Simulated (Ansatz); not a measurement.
# Run report: Ir3O, geometry relaxation (part 1 of 2)

System: Ir3O (slab, 4 atoms in the cell).
Method: DFT PBE, scalar-relativistic, plane waves, PAW, PAW set soft_1, no spin polarisation (Ansatz 0.2.0).

The structure derives from an entry of the Crystallography Open Database. The input holds or restrains some coordinates. Forces given for the steps count only the free coordinates.

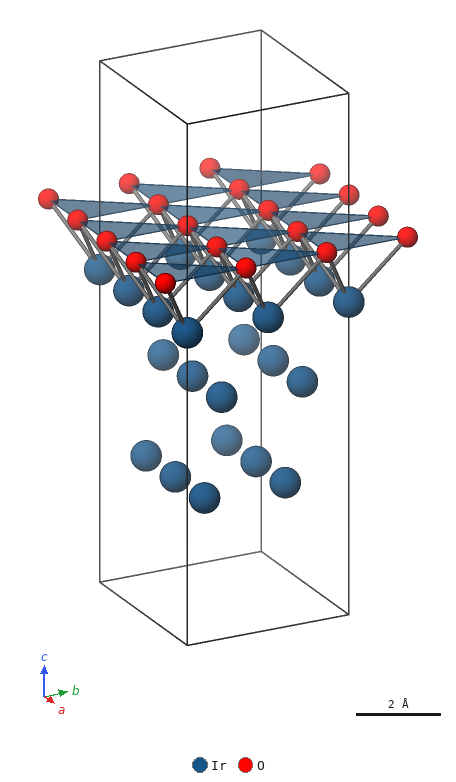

*The structure as given in the input (polyhedral view of the 3 × 2 repeat of the cell, with the vacuum cut short, seen slightly off an axis; polyhedra are completed across the faces of the cell). An atom can appear more than once, as a periodic image.*

## Input file
```yaml
crystal:
  lattice:
    - [2.7367600872, 0.0, 0.0]
    - [-1.3683800436, 2.3701037596, 0.0]
    - [0.0, 0.0, 19.842580073]
  atoms:
    - { symbol: Ir, position: [0.6666666667, 0.3333333333, 0.2015866881] }
    - { symbol: Ir, position: [0.3333333333, 0.6666666667, 0.3110139949] }
    - { symbol: Ir, position: [0.0, 0.0, 0.4204382718] }
    - { symbol: O, position: [0.1666666667, 0.6666666667, 0.4921357765] }
basis:
  ecutwfc: 420
kpoints:
  mp_grid: { grid: [12, 12, 1] }
hamiltonian:
  xc: pbe
  pseudopotentials: { kind: paw, azcp: { folder: soft_1 } }
scf:
  occupations: { method: gaussian, width: 0.1 }
output:
  forces: true
  eigenvalues: true
relax:
  adjacent_minimum: "off"
  f_tol: 0.025
  max_steps: 16
  constraints: [{ sites: [0, 1, 2] }, { sites: [3], fix: xy }]
efield:
  axis: 3
  dipole_correction: true
  ramp_width: 0.04
```

Run on 1 thread of Arm Neoverse V1, 24 GiB of memory available, shared host.

Run as:
```bash
ansatz run input.yaml --threads 1 --pin off --max-ram 3072MiB --backend cpu --events-out ev --progress --plain --runs-dir out
```

## The program's output
```
Engine: ansatz 0.2.0, aarch64-unknown-linux-gnu
Pseudopotentials: kind: paw
Pseudopotential: Ir, paw, valence charge 17, recommended cutoff 420 eV (normal), [file]
Pseudopotential: O, paw, valence charge 6, recommended cutoff 420 eV (normal), [file]
Functional definition: PBE
  parameter kappa = 0.804
  parameter beta = 0.06672455060314922
  exchange = pbe_x(kappa = kappa, mu = beta*pi^2/3)
  correlation = pbe_c(beta = beta)
Crystal: 4 atoms, lattice volume = 128.707 Å³
Basis set: ecut = 420 eV, 2521 PW (Γ), exchange–correlation on 40×40×270 points (8 copies of the dense FFT grid, shifted against one another)
Bands: 35, of which v1, the nominal top of the filled ones, is band 29 counted from 1 (28 counted from 0)
Symmetry: 1 space group operations
Space group: P1 (ITA 1), of the structure as read, at distance tolerance 5.0e-5 Å
k-points: 74 of 144 (time reversal used)
Non-local potential: Ir, projectors of the file, l = 0: 3, l = 1: 2, l = 2: 2, l = 3: 1
Non-local potential: O, projectors of the file, l = 0: 2, l = 1: 2, l = 2: 1
PAW form: soft (Blöchl's): semilocal exchange-correlation on the pseudo side does not see the compensation charge
PAW one-centre angular grid: Ir, 590 points (default); XC on 64 Gauss nodes
PAW one-centre angular grid: O, 110 points (default); XC on 64 Gauss nodes
Initial density: superposition of atomic densities (neutral atoms: chi_scale 0, normalization atom)
Initial wavefunctions: pseudopotential atomic-orbital guess
Functional: x = pbe(κ = 0.804, μ = 0.2195149727645171), c = pbe(β = 0.06672455060314922)
SCF iter   1: F=—  HF=-36375.415899 eV  |F-HF|=—  |Δ(HF+E_count)|=         —  Δρ=7.41e-2  dr2=1.05e1  ethr=3.10e-3  p=0.000 e·Å  D=1.22e-6 V/Å  ΔV_dip=-0.00 eV  dr2_dipole=1.50e-1  V_vac-E_F(+/−)=6.47/6.47 eV  ⟨swp⟩=8.8  Hψ=12813  notcnv=0
efield: sawtooth ramp at fractional position 0.8269 (placed from the atoms, in the widest stretch of the axis that holds none; the zero of the levels goes with the place), width 0.0400; the density the first Hamiltonian is built on has a dipole p = 0.000 e·Å; the dipole correction subtracts the counter field D = 1.22e-6 V/Å, which shifts the + side's vacuum level by -0.00 eV against the − side's; the planar-averaged density in the ramp window peaks in size at 1.5e-6 e/Å³
preconditioner: auto → LDOS  [metal: Δε(μ)=0.006 eV  Ē_g=8.194 eV  σ=0.100 eV  W_gap=0.04  n_scr=14 (ndim 8)  ℏωp=18.8 eV  f_vac=0.555  D(μ)=4.03/eV (n_scr^D=14)  β→1.0]
SCF iter   2: F=—  HF=-36374.433454 eV  |F-HF|=—  |Δ(HF+E_count)|=   9.82e-1  Δρ=3.68e-2  dr2=2.80e0  ethr=3.10e-3  p=-0.050 e·Å  D=-7.05e-2 V/Å  ΔV_dip=1.40 eV  dr2_dipole=2.38e-1  V_vac-E_F(+/−)=6.70/5.30 eV  ⟨swp⟩=3.1  Hψ=6924  notcnv=0  defer=82
SCF iter   3: F=—  HF=-36374.056177 eV  |F-HF|=—  |Δ(HF+E_count)|=   3.77e-1  Δρ=2.23e-2  dr2=1.07e0  ethr=3.10e-3  p=-0.035 e·Å  D=-4.98e-2 V/Å  ΔV_dip=0.99 eV  dr2_dipole=9.82e-2  V_vac-E_F(+/−)=6.84/5.85 eV  ⟨swp⟩=3.7  Hψ=6071  notcnv=0  defer=82
SCF iter   4: F=—  HF=-36373.920344 eV  |F-HF|=—  |Δ(HF+E_count)|=   1.36e-1  Δρ=9.89e-3  dr2=2.04e-1  ethr=1.88e-3  p=-0.058 e·Å  D=-8.12e-2 V/Å  ΔV_dip=1.61 eV  dr2_dipole=1.36e-3  V_vac-E_F(+/−)=7.12/5.51 eV  ⟨swp⟩=2.6  Hψ=4125  notcnv=0  defer=72
SCF iter   5: F=—  HF=-36373.904901 eV  |F-HF|=—  |Δ(HF+E_count)|=   1.54e-2  Δρ=2.18e-3  dr2=5.37e-2  ethr=3.58e-4  p=-0.062 e·Å  D=-8.72e-2 V/Å  ΔV_dip=1.73 eV  dr2_dipole=1.91e-2  V_vac-E_F(+/−)=7.22/5.49 eV  ⟨swp⟩=2.2  Hψ=3966  notcnv=0  defer=72
SCF iter   6: F=—  HF=-36373.904695 eV  |F-HF|=—  |Δ(HF+E_count)|=   2.06e-4  Δρ=1.40e-3  dr2=1.61e-2  ethr=9.42e-5  p=-0.062 e·Å  D=-8.67e-2 V/Å  ΔV_dip=1.72 eV  dr2_dipole=5.88e-3  V_vac-E_F(+/−)=7.21/5.49 eV  ⟨swp⟩=1.2  Hψ=2635  notcnv=0  defer=72
SCF iter   7: F=—  HF=-36373.905364 eV  |F-HF|=—  |Δ(HF+E_count)|=   6.68e-4  Δρ=7.02e-4  dr2=1.59e-3  ethr=2.82e-5  p=-0.061 e·Å  D=-8.54e-2 V/Å  ΔV_dip=1.69 eV  dr2_dipole=2.15e-4  V_vac-E_F(+/−)=7.20/5.50 eV  ⟨swp⟩=1.8  Hψ=3110  notcnv=0  defer=72
SCF iter   8: F=—  HF=-36373.905212 eV  |F-HF|=—  |Δ(HF+E_count)|=   1.51e-4  Δρ=1.51e-4  dr2=6.49e-5  ethr=2.80e-6  p=-0.061 e·Å  D=-8.64e-2 V/Å  ΔV_dip=1.71 eV  dr2_dipole=6.13e-6  V_vac-E_F(+/−)=7.21/5.50 eV  ⟨swp⟩=1.7  Hψ=3216  notcnv=0  defer=72
SCF iter   9: F=-36373.905212 eV  HF=-36373.905221 eV  |F-HF|=8.95e-6  |Δ(HF+E_count)|=   8.35e-6  Δρ=5.67e-5  dr2=1.02e-5  ethr=2.74e-8  p=-0.062 e·Å  D=-8.67e-2 V/Å  ΔV_dip=1.72 eV  dr2_dipole=1.09e-6  V_vac-E_F(+/−)=7.22/5.50 eV  ⟨swp⟩=14.6  Hψ=14975  notcnv=0
SCF 1 converged in 9 iterations: F = -36373.905212 eV  dr2 = 1.02e-5
  greatest PAW one-centre occupation: 1.000 electrons in one spin orbital (limit 2), on the Ir atom at site 1 (counted from 0), in its partial waves of l = 0
relax step   1: F+E_penalty+E_count = -36373.90521182 eV  Δ(F+E_penalty+E_count) = +0.000e0 eV  max|allowed force component| = 3.592e-1 eV/Å  Δτ_max = 0.0000 Å  (9 SCF iters, dr2 threshold 1.56e-5 eV, accepted)
Initial density: handed on by an earlier stage of this run
Initial wavefunctions: those handed on with the density
iter 1 solved again at ethr=4.44e-6 eV; its pass at ethr=3.10e-3 eV (dr2=2.53e-3 eV) is discarded
SCF iter   1: F=—  HF=-36373.908559 eV  |F-HF|=—  |Δ(HF+E_count)|=         —  Δρ=1.32e-3  dr2=2.48e-3  ethr=4.44e-6  p=-0.062 e·Å  D=-8.67e-2 V/Å  ΔV_dip=1.72 eV  dr2_dipole=6.20e-4  V_vac-E_F(+/−)=7.22/5.50 eV  ⟨swp⟩=2.0  Hψ=7998  notcnv=0  defer=55
efield: sawtooth ramp at fractional position 0.8269 (handed on by an earlier solve), width 0.0400; the density the first Hamiltonian is built on has a dipole p = -0.062 e·Å; the dipole correction subtracts the counter field D = -8.67e-2 V/Å, which shifts the + side's vacuum level by +1.72 eV against the − side's; the planar-averaged density in the ramp window peaks in size at 2.4e-6 e/Å³
preconditioner: auto → LDOS  [metal: Δε(μ)=0.007 eV  Ē_g=7.771 eV  σ=0.100 eV  W_gap=0.04  n_scr=14 (ndim 8)  ℏωp=18.8 eV  f_vac=0.560  D(μ)=5.16/eV (n_scr^D=34)  β→1.0]
SCF iter   2: F=—  HF=-36373.908216 eV  |F-HF|=—  |Δ(HF+E_count)|=   3.43e-4  Δρ=4.44e-4  dr2=1.59e-4  ethr=4.35e-6  p=-0.064 e·Å  D=-8.95e-2 V/Å  ΔV_dip=1.78 eV  dr2_dipole=1.76e-5  V_vac-E_F(+/−)=7.27/5.50 eV  ⟨swp⟩=2.0  Hψ=3752  notcnv=0  defer=55
SCF iter   3: F=—  HF=-36373.908232 eV  |F-HF|=—  |Δ(HF+E_count)|=   1.62e-5  Δρ=1.19e-4  dr2=4.92e-5  ethr=2.78e-7  p=-0.064 e·Å  D=-8.93e-2 V/Å  ΔV_dip=1.77 eV  dr2_dipole=2.02e-6  V_vac-E_F(+/−)=7.27/5.50 eV  ⟨swp⟩=2.9  Hψ=4512  notcnv=0  defer=55
SCF iter   4: F=—  HF=-36373.908231 eV  |F-HF|=—  |Δ(HF+E_count)|=   9.27e-7  Δρ=7.62e-5  dr2=1.09e-5  ethr=8.63e-8  p=-0.064 e·Å  D=-8.94e-2 V/Å  ΔV_dip=1.77 eV  dr2_dipole=1.23e-8  V_vac-E_F(+/−)=7.27/5.50 eV  ⟨swp⟩=2.4  Hψ=4021  notcnv=0  defer=55
SCF iter   5: F=-36373.908229 eV  HF=-36373.908230 eV  |F-HF|=6.05e-7  |Δ(HF+E_count)|=   1.07e-6  Δρ=3.20e-5  dr2=1.94e-6  ethr=1.41e-8  p=-0.064 e·Å  D=-8.95e-2 V/Å  ΔV_dip=1.78 eV  dr2_dipole=1.90e-7  V_vac-E_F(+/−)=7.27/5.50 eV  ⟨swp⟩=11.5  Hψ=12477  notcnv=0
SCF 2 converged in 5 iterations: F = -36373.908229 eV  dr2 = 1.94e-6
relax step   2: F+E_penalty+E_count = -36373.90822916 eV  Δ(F+E_penalty+E_count) = -3.017e-3 eV  max|allowed force component| = 9.429e-2 eV/Å  Δτ_max = 0.0134 Å  (5 SCF iters, dr2 threshold 8.06e-6 eV, accepted)
SCF iter   1: F=—  HF=-36373.908508 eV  |F-HF|=—  |Δ(HF+E_count)|=         —  Δρ=4.99e-4  dr2=3.32e-4  ethr=5.68e-6  p=-0.064 e·Å  D=-8.95e-2 V/Å  ΔV_dip=1.78 eV  dr2_dipole=7.32e-5  V_vac-E_F(+/−)=7.27/5.50 eV  ⟨swp⟩=2.0  Hψ=4861  notcnv=0  defer=2
efield: sawtooth ramp at fractional position 0.8269 (handed on by an earlier solve), width 0.0400; the density the first Hamiltonian is built on has a dipole p = -0.064 e·Å; the dipole correction subtracts the counter field D = -8.95e-2 V/Å, which shifts the + side's vacuum level by +1.78 eV against the − side's; the planar-averaged density in the ramp window peaks in size at 2.4e-6 e/Å³
preconditioner: auto → LDOS  [metal: Δε(μ)=0.008 eV  Ē_g=7.760 eV  σ=0.100 eV  W_gap=0.05  n_scr=14 (ndim 8)  ℏωp=18.8 eV  f_vac=0.560  D(μ)=5.16/eV (n_scr^D=34)  β→1.0]
SCF iter   2: F=—  HF=-36373.908442 eV  |F-HF|=—  |Δ(HF+E_count)|=   6.61e-5  Δρ=1.65e-4  dr2=1.86e-5  ethr=5.83e-7  p=-0.064 e·Å  D=-9.05e-2 V/Å  ΔV_dip=1.80 eV  dr2_dipole=2.16e-6  V_vac-E_F(+/−)=7.29/5.50 eV  ⟨swp⟩=2.0  Hψ=4415  notcnv=0  defer=3
SCF iter   3: F=—  HF=-36373.908457 eV  |F-HF|=—  |Δ(HF+E_count)|=   1.53e-5  Δρ=4.44e-5  dr2=3.59e-6  ethr=3.27e-8  p=-0.064 e·Å  D=-9.04e-2 V/Å  ΔV_dip=1.79 eV  dr2_dipole=1.08e-7  V_vac-E_F(+/−)=7.29/5.50 eV  ⟨swp⟩=2.4  Hψ=3826  notcnv=0  defer=3
SCF iter   4: F=—  HF=-36373.908458 eV  |F-HF|=—  |Δ(HF+E_count)|=   9.40e-7  Δρ=1.93e-5  dr2=6.38e-7  ethr=6.31e-9  p=-0.064 e·Å  D=-9.05e-2 V/Å  ΔV_dip=1.80 eV  dr2_dipole=5.64e-8  V_vac-E_F(+/−)=7.29/5.50 eV  ⟨swp⟩=2.0  Hψ=3656  notcnv=0  defer=3
SCF iter   5: F=—  HF=-36373.908458 eV  |F-HF|=—  |Δ(HF+E_count)|=   2.16e-7  Δρ=7.36e-6  dr2=1.17e-7  ethr=1.12e-9  p=-0.064 e·Å  D=-9.05e-2 V/Å  ΔV_dip=1.80 eV  dr2_dipole=8.73e-9  V_vac-E_F(+/−)=7.29/5.50 eV  ⟨swp⟩=1.3  Hψ=2626  notcnv=0  defer=3
SCF iter   6: F=-36373.908459 eV  HF=-36373.908459 eV  |F-HF|=1.30e-8  |Δ(HF+E_count)|=   1.75e-7  Δρ=2.30e-6  dr2=7.46e-9  ethr=1.75e-10  p=-0.064 e·Å  D=-9.05e-2 V/Å  ΔV_dip=1.80 eV  dr2_dipole=5.90e-13  V_vac-E_F(+/−)=7.29/5.50 eV  ⟨swp⟩=10.3  Hψ=11641  notcnv=0
SCF 3 converged in 6 iterations: F = -36373.908459 eV  dr2 = 7.46e-9
relax step   3: F+E_penalty+E_count = -36373.90845866 eV  Δ(F+E_penalty+E_count) = -2.295e-4 eV  max|allowed force component| = 7.622e-4 eV/Å  Δτ_max = 0.0048 Å  (6 SCF iters, accepted)
```

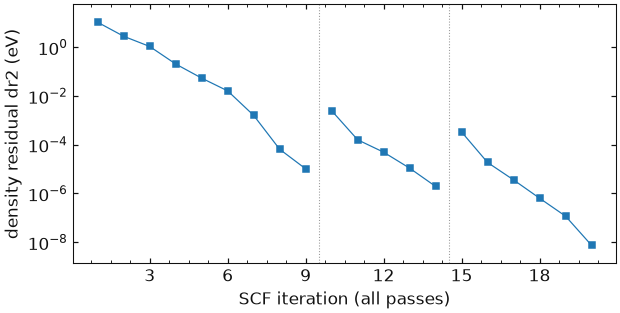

*Convergence of the self-consistent field: density residual dr2 against the SCF iteration. The dotted lines part the SCF passes of the relaxation: geometry steps, rejected trials and re-solves on a re-selected basis.*

The passes take 9, 5 and 6 iterations.
